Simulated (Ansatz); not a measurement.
# HfSi₃₁: single-point calculation (part 1 of 2)

The run: single-point calculation of HfSi₃₁ (defect cell, 32 atoms in the cell). Method and program: DFT PBE, scalar-relativistic, plane waves, PAW, spin-polarised (Ansatz 0.2.0).

The structure derives from an entry of the Crystallography Open Database. Figures and captions count atoms from 1; the log counts them from 0 in places.

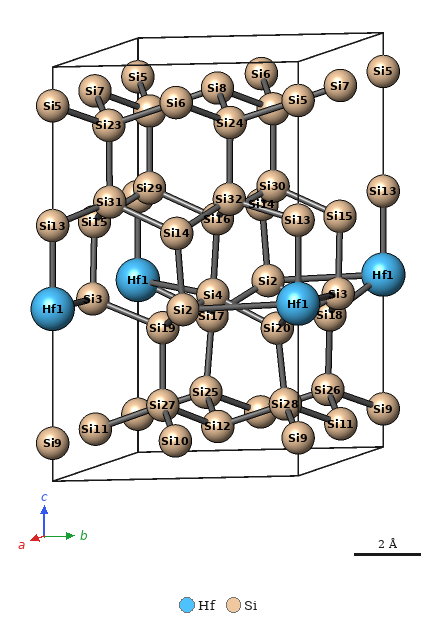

Fig. 1: The input geometry (ball-and-stick view of the cell of the calculation, seen slightly off an axis; atoms are numbered from 1 in the order of the input). An atom can appear more than once, as a periodic image.

### Results in brief

- outcome: converged
- electrons treated: 150
- free energy: −35428.1252 eV
- Fermi energy: 7.019 eV
- gap on the k-point mesh: 0.45 eV
- net moment of the cell: 0.00 μB
- integrated absolute moment: 0.00 μB
- largest force (length of the vector): 0.021 eV/Å
- hardware: 4 threads of Arm Neoverse V2, 24 GiB of memory available, shared host
- wall time: 2.5 min (CPU time 10 min)
- peak memory: 1.9 GiB

The program warns: some starting moments were not kept. Spin–orbit coupling is left out, which matters for Hf.

### Input file
```yaml
crystal:
  lattice:
    - [7.5896, 0.0, 0.0]
    - [-3.7948, 6.572786, 0.0]
    - [0.0, 0.0, 12.7099]
  atoms:
    - { symbol: Hf, position: [-0.0002528237, -0.0005283688, 0.4159672399], spin: 0.2 }
    - { symbol: Si, position: [-0.0007070474, 0.5300597108, 0.4074723921] }
    - { symbol: Si, position: [0.5317675452, 0.000579835, 0.4074362578] }
    - { symbol: Si, position: [0.46985581, 0.4681697539, 0.407455777] }
    - { symbol: Si, position: [9.56725e-05, -0.0004942723, 0.9064068534] }
    - { symbol: Si, position: [0.0002192925, 0.5029533604, 0.9077261871] }
    - { symbol: Si, position: [0.5032979602, -0.0004884389, 0.9076413873] }
    - { symbol: Si, position: [0.4965943409, 0.4962180878, 0.9076433729] }
    - { symbol: Si, position: [4.13361e-05, -0.0004995344, 0.0917178104] }
    - { symbol: Si, position: [-0.0006511936, 0.4993428925, 0.0908235046] }
    - { symbol: Si, position: [0.5004612312, 0.0003297938, 0.0907361806] }
    - { symbol: Si, position: [0.5001782711, 0.498909578, 0.0907331978] }
    - { symbol: Si, position: [6.42881e-05, -0.0004661086, 0.6172804914], spin: 0.2 }
    - { symbol: Si, position: [0.0015154838, 0.505649867, 0.5919593735] }
    - { symbol: Si, position: [0.5049643298, -0.0018285972, 0.5919248861] }
    - { symbol: Si, position: [0.4941227804, 0.4949017821, 0.5919270837] }
    - { symbol: Si, position: [0.1460260971, 0.352259124, 0.3348223394], spin: 0.2 }
    - { symbol: Si, position: [0.2071371164, 0.8540396175, 0.3349046769], spin: 0.2 }
    - { symbol: Si, position: [0.66695607, 0.3329396474, 0.3429838057] }
    - { symbol: Si, position: [0.6473014855, 0.7924872038, 0.3345541027], spin: 0.2 }
    - { symbol: Si, position: [0.3365031264, 0.1641204634, 0.8452805785] }
    - { symbol: Si, position: [0.3334033967, 0.6662573157, 0.8436983759] }
    - { symbol: Si, position: [0.8355449497, 0.1714801292, 0.8454716939] }
    - { symbol: Si, position: [0.8280984403, 0.6629837352, 0.845441696] }
    - { symbol: Si, position: [0.1674395043, 0.3351237591, 0.1523569319] }
    - { symbol: Si, position: [0.1682360351, 0.8321102721, 0.1524236268] }
    - { symbol: Si, position: [0.6667476851, 0.3328940658, 0.1560911755] }
    - { symbol: Si, position: [0.6642855704, 0.8313016621, 0.1521401309] }
    - { symbol: Si, position: [0.341044529, 0.1654327723, 0.6599789229] }
    - { symbol: Si, position: [0.3334844396, 0.666224337, 0.6571459772] }
    - { symbol: Si, position: [0.8342862418, 0.1746200598, 0.660184213] }
    - { symbol: Si, position: [0.8251509659, 0.65865483, 0.66014928] }
magnetization:
  spin_polarized: true
basis:
  ecutwfc: 420
  fft_grid_basis: typed
kpoints:
  mp_grid: { grid: [3, 3, 1] }
hamiltonian:
  xc: pbe
  pseudopotentials: { kind: paw }
scf:
  occupations: { method: gaussian, width: 0.05 }
output:
  forces: true
  stress: false
  eigenvalues: true
  bader: true
  write_density: true
  volumetric_format: npy
  populations: true
```

Run as:
```bash
ansatz run input.yaml --threads 4 --pin off --max-ram 10240MiB --backend cpu --events-out ev --progress --plain --runs-dir out
```

### Log
```
Engine: ansatz 0.2.0, aarch64-unknown-linux-gnu
Pseudopotentials: kind: paw
Pseudopotential: Hf, paw, valence charge 26, recommended cutoff 420 eV (normal), Hf.paw.azcp
Pseudopotential: Si, paw, valence charge 4, recommended cutoff 420 eV (normal), Si.paw.azcp
Functional definition: PBE
  parameter kappa = 0.804
  parameter beta = 0.06672455060314922
  exchange = pbe_x(kappa = kappa, mu = beta*pi^2/3)
  correlation = pbe_c(beta = beta)
Crystal: 32 atoms, lattice volume = 634.031 Å³
Basis set: ecut = 420 eV, 12427 PW (Γ), exchange–correlation on 108×108×180 points (8 copies of the dense FFT grid, shifted against one another)
Bands: 108, of which v1, the nominal top of the filled ones, is band 75 counted from 1 (74 counted from 0)
Symmetry: 1 space group operations
Space group: P1 (ITA 1), of the structure as read, at distance tolerance 8.6e-5 Å
Magnetic group: BNS 1.1 (UNI 1), of the structure as read, at distance tolerance 8.6e-5 Å
k-points: 5 of 9 (time reversal used)
Non-local potential: Hf, projectors of the file, l = 0: 3, l = 1: 2, l = 2: 2, l = 3: 3
Non-local potential: Si, projectors of the file, l = 0: 2, l = 1: 2, l = 2: 2
PAW form: soft (Blöchl's): semilocal exchange-correlation on the pseudo side does not see the compensation charge
PAW one-centre angular grid: Hf, 590 points (default); XC on 64 Gauss nodes
PAW one-centre angular grid: Si, 110 points (default); XC on 64 Gauss nodes
Initial density: superposition of atomic densities (chi_scale 0.1, normalization cell, long waves kept (reshape's long-wave potential 0.53 eV rms))
Starting moments: Σ|m| = 1 μB on 5 of 32 sites
Initial wavefunctions: pseudopotential atomic-orbital guess
Functional: x = pbe(κ = 0.804, μ = 0.2195149727645171), c = pbe(β = 0.06672455060314922)
SCF iter   1: F=—  HF=-35424.201941 eV  |F-HF|=—  |Δ(HF+E_count)|=         —  Δρ=2.62e-2 (↑2.52e-2 ↓2.62e-2)  dr2=4.66e1  dr2_m=1.42e-2  M=0.053 μB ∫|m|=0.181 μB  β_m=0.30  ethr=3.10e-3  ⟨swp⟩=6.6  Hψ=4811  notcnv=0  defer=123
Mixer restart at iter 1: flushing history
preconditioner: auto → Resta (q_TF=auto, 2.146 Å⁻¹)  ε∞=4.9  [insulator: Δε(μ)=0.114 eV  Ē_g=8.870 eV  σ=0.050 eV  W_gap=0.89  n_scr=98 (ndim 8)  ℏωp=17.6 eV  f_vac=0.000  D(μ)=5.27/eV (n_scr^D=22)  ε∞_Penn≈4.9]
spin=Collinear: Resta preconditioning applied to the charge; magnetization (m = ρ↑ − ρ↓) channel mixes plain (no charge-response kernel on spin).
SCF iter   2: F=—  HF=-35424.943725 eV  |F-HF|=—  |Δ(HF+E_count)|=   7.42e-1  Δρ=1.83e-2 (↑1.77e-2 ↓1.83e-2)  dr2=1.10e1  dr2_m=7.65e-3  M=0.043 μB ∫|m|=0.155 μB  β_m=0.45  ethr=3.10e-3  ⟨swp⟩=3.0  Hψ=2110  notcnv=0  defer=267
SCF iter   3: F=—  HF=-35427.449793 eV  |F-HF|=—  |Δ(HF+E_count)|=    2.51e0  Δρ=8.38e-3 (↑8.17e-3 ↓8.38e-3)  dr2=2.19e0  dr2_m=1.84e-3  M=0.000 μB ∫|m|=0.065 μB  β_m=0.58  ethr=3.10e-3  ⟨swp⟩=2.2  Hψ=1862  notcnv=0  defer=267
SCF iter   4: F=—  HF=-35428.121427 eV  |F-HF|=—  |Δ(HF+E_count)|=   6.72e-1  Δρ=2.14e-3 (↑2.14e-3 ↓2.14e-3)  dr2=2.12e-1  dr2_m=2.50e-5  M=0.000 μB ∫|m|=0.017 μB  β_m=0.59  ethr=1.46e-3  ⟨swp⟩=3.0  Hψ=2099  notcnv=0  defer=262
SCF iter   5: F=—  HF=-35428.100870 eV  |F-HF|=—  |Δ(HF+E_count)|=   2.06e-2  Δρ=8.07e-4 (↑8.07e-4 ↓7.99e-4)  dr2=2.53e-2  dr2_m=9.23e-6  M=-0.000 μB ∫|m|=0.007 μB  β_m=0.57  ethr=1.41e-4  ⟨swp⟩=2.2  Hψ=1906  notcnv=0  defer=262
SCF iter   6: F=—  HF=-35428.112907 eV  |F-HF|=—  |Δ(HF+E_count)|=   1.20e-2  Δρ=4.37e-4 (↑4.34e-4 ↓4.37e-4)  dr2=5.69e-3  dr2_m=2.80e-6  M=-0.000 μB ∫|m|=0.003 μB  β_m=0.79  ethr=1.69e-5  ⟨swp⟩=2.2  Hψ=1386  notcnv=0  defer=262
SCF iter   7: F=—  HF=-35428.124359 eV  |F-HF|=—  |Δ(HF+E_count)|=   1.15e-2  Δρ=1.22e-4 (↑1.22e-4 ↓1.19e-4)  dr2=6.94e-4  dr2_m=3.34e-7  M=-0.000 μB ∫|m|=0.001 μB  β_m=0.88  ethr=3.79e-6  ⟨swp⟩=2.0  Hψ=1830  notcnv=0  defer=262
SCF iter   8: F=—  HF=-35428.124867 eV  |F-HF|=—  |Δ(HF+E_count)|=   5.08e-4  Δρ=3.43e-5 (↑3.43e-5 ↓3.37e-5)  dr2=1.27e-4  dr2_m=1.88e-8  M=-0.000 μB ∫|m|=0.000 μB  β_m=0.90  ethr=4.63e-7  ⟨swp⟩=2.0  Hψ=1727  notcnv=0  defer=262
SCF iter   9: F=—  HF=-35428.124894 eV  |F-HF|=—  |Δ(HF+E_count)|=   2.65e-5  Δρ=1.08e-5 (↑1.05e-5 ↓1.08e-5)  dr2=1.00e-5  dr2_m=2.30e-9  M=0.000 μB ∫|m|=0.000 μB  β_m=0.95  ethr=8.48e-8  ⟨swp⟩=2.0  Hψ=1286  notcnv=0  defer=262
SCF iter  10: F=—  HF=-35428.125209 eV  |F-HF|=—  |Δ(HF+E_count)|=   3.16e-4  Δρ=2.68e-6 (↑2.65e-6 ↓2.68e-6)  dr2=3.48e-7  dr2_m=3.87e-10  M=0.000 μB ∫|m|=0.000 μB  β_m=0.97  ethr=6.69e-9  ⟨swp⟩=2.0  Hψ=1830  notcnv=0  defer=262
SCF iter  11: F=—  HF=-35428.125210 eV  |F-HF|=—  |Δ(HF+E_count)|=   1.74e-7  Δρ=9.50e-7 (↑9.50e-7 ↓9.46e-7)  dr2=6.91e-8  dr2_m=7.83e-12  M=0.000 μB ∫|m|=0.000 μB  β_m=0.99  ethr=2.32e-10  ⟨swp⟩=2.0  Hψ=1830  notcnv=0  defer=262
SCF iter  12: F=-35428.125210 eV  HF=-35428.125210 eV  |F-HF|=7.57e-10  |Δ(HF+E_count)|=   3.58e-8  Δρ=3.47e-7 (↑3.47e-7 ↓3.42e-7)  dr2=6.69e-9  dr2_m=1.01e-12  M=0.000 μB ∫|m|=0.000 μB  ethr=4.61e-11  ⟨swp⟩=12.7  Hψ=6844  notcnv=0
SCF 1 converged in 12 iterations: F = -35428.125210 eV  dr2 = 6.69e-9
  greatest PAW one-centre occupation: 0.998 electrons in one spin orbital (limit 2), on the Hf atom at site 0 (counted from 0), in its partial waves of l = 0
```

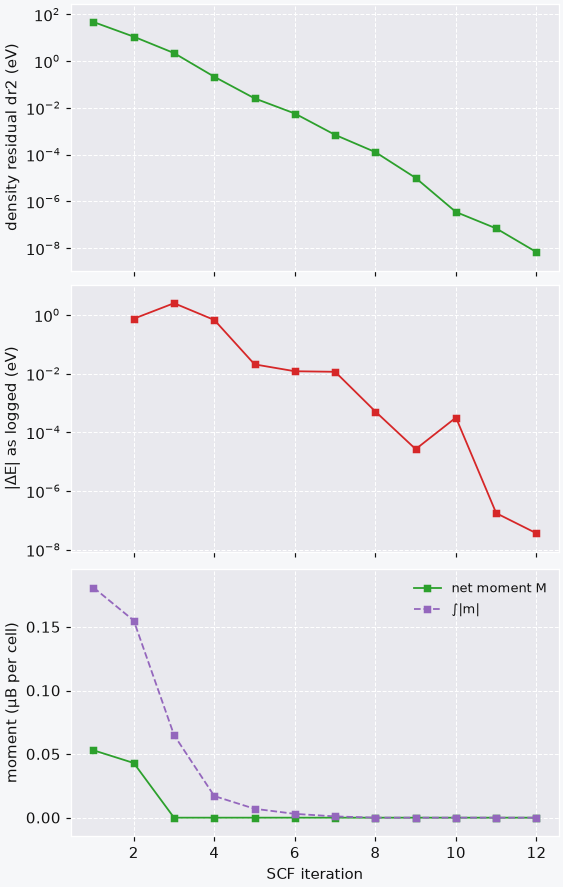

Fig. 2: Convergence of the self-consistent field: density residual dr2, size of the energy change and magnetic moment against the SCF iteration. The residual falls at every step. The net moment stays at 0.0 μB per cell, and ∫|m| falls to zero.

```
WARN: the starting moments were not kept: the SCF closed with an absolute magnetisation of 3.1e-6 μB, where they sum to 1 μB in size (5 sites). That is at most 0.1 of that sum. Measured as dr2_m measures the in/out step, that magnetisation stands 1.0e-13 eV from none, at or under the dr2_threshold of 1.0e-7 eV: it is no larger than a step whose dr2_m would equal this threshold. The system may hold no moment; this SCF shows only that its start led to no more than that. To try another start: raise the starting moments (crystal.atoms[].spin, magnetization.per_species, magnetization.initial_magnetization, or on a non-collinear deck that types none of these the spinor_matrix: blocks that start its atoms; where the total moment is fixed, keep their sum and leave initial_magnetization as it is; typed ones take the place of any that the run laid by itself, positive ones on a crystal's lanthanoids without a Hubbard term where scf.initial_density.shell_occupations: [] is typed) or, if the notice of its spin-set hold's release reads "site moments contracting" or "site moments show no strong build", lengthen the hold (scf.mixing.spin_hold: { on: { confirm: 4 } }; for m-r²SCAN on two components see the key's manual first). Each may lead to a state that holds a moment. A second SCF, from the converged charge density, with the starting moments and any scf.initial_density.shell_occupations laid on it anew, would have followed, and was not run: the deck does not ask for one (magnetization.retry_lost_moments is false, the default). To let it run, set magnetization.retry_lost_moments: true and run the deck again, where that key's refused combinations let it; where memory then withholds it, that run's warning says so.
SCF converged after 12 iterations
Magnetization: 0.0000 μB (75.0000 up, 75.0000 down)
Absolute magnetization: 0.0000 μB (∫|ρ↑−ρ↓|, with the PAW one-centre terms)
Spin contamination: 0.0000 ħ² per cell (⟨S²⟩ above its minimum at these occupations)
Per-site moments (μB) at R_I (Å): [(6.04067730800499e-8, 1.0509950839663245), (-5.46277846356084e-8, 0.9600353281705611), (-5.11511886619066e-8, 0.9600679882532678), (-4.695398806303221e-8, 0.9599834964847042), (-1.9905174006529457e-8, 0.9667954924062583), (3.1036041329128895e-9, 0.9561536523474239), (1.4041468879968866e-9, 0.9561673809563581), (-4.152085991430701e-9, 0.9561373572248207), (2.184438101389308e-8, 0.963870657710906), (2.7303587931740075e-8, 0.9570184027099629), (2.7513805755891353e-8, 0.9570784834876283), (3.051553292198622e-8, 0.9570081637604172), (-2.4133311496568484e-8, 0.9512554071595835), (3.10172060791975e-8, 0.9626099844581254), (2.3780665559120396e-8, 0.9626384772305324), (2.250722314742943e-8, 0.962588959525584), (-1.3979362289182036e-8, 0.9600353281705611), (-1.7509148900085508e-8, 0.9600679882532678), (4.3137770648818686e-8, 0.9672152321526605), (-1.7664593697741225e-8, 0.9599834964847042), (-1.7222571860140217e-9, 0.9561673809563581), (-2.6797482676829353e-8, 0.9637337473877909), (-3.5018975253178877e-9, 0.9561536523474239), (-3.1432304788625647e-10, 0.9561373572248207), (-2.931730525978843e-8, 0.9570184027099629), (-2.608152825111698e-8, 0.9570784834876283), (-3.5113831095640934e-8, 0.9645138032370464), (-2.517645907617723e-8, 0.9570081637604172), (-1.8426994311382022e-8, 0.9513168928074852), (-1.4106509556670876e-8, 0.9629094161043321), (-1.747079821945725e-8, 0.951268106601898), (-1.859301088374553e-8, 0.9512554071595835)]
Free energy (F): -35428.125210 eV
Harris-Foulkes:  -35428.125210 eV  (|F-HF|=7.57e-10)
Internal energy: -35428.125210 eV  (E = F + TS)
E sigma→0 (E₀):  -35428.125210 eV
Fermi energy:    7.018505 eV
--- Per-component energies (eV) ---
  E_band       = -82.646256
  E_kinetic    = 1690.964333
  E_local      = -10482.453354  (includes V_loc(G=0)·N_el)
  E_nonlocal   = -432.402111
  E_hartree    = 4760.694836
  E_xc         = -2016.811569
  E_vxc        = -1722.831659  (∫ρ·V_xc dr)
  E_paw        = -22826.389361  (= ΣΔE_a)
  E_vpaw       = 1342.680848  (= ΣTr[D̂ρ^β])
  E_aug_tail   = 0.000181  (compensation charges beyond the density's cutoff)
  E_ewald      = -6121.728165
  E_smearing   = -0.000000  (= −TS)
  E_closure    = -0.000000  (closes the sum)
  Σ components = -35428.125210   (vs F -35428.125210, Δ=0.00e0)
```
